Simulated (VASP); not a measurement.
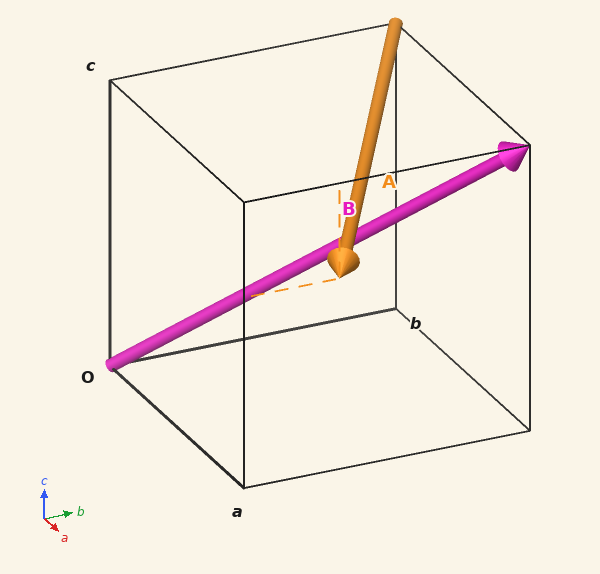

For AlRu, coordinates from a relaxation with VASP 6.6.1, VASP Kohn-Sham DFT of a periodic cell, B3LYP, VASP PAW PBE potentials, recommended: each arrow starts at a corner of the unit cell and ends on its surface; where a tip isn't a corner, dashed lines run from it parallel to the axes. All values are computed from the atomic coordinates in the standard setting (tolerance 0.002 Å).

a = 3.010 Å, b = 3.010 Å, c = 3.010 Å, α = 90.00°, β = 90.00°, γ = 90.00°.

**Which lattice directions are drawn?**

Arrow A runs from (0, 1, 1) to (1, 1/3, 2/3), so [3 −2 −1]; Arrow B runs from (0, 0, 0) to (1, 1, 1), so [1 1 1].

**How long is the vector ua + vb + wc in each case, and what angles do the directions make?**

A 11.264 Å; B 5.214 Å. A–B: 90.0°.

**In Pm-3m, No. 221, how many directions are equivalent to A (Laue class m-3m, both senses counted)?**

48.
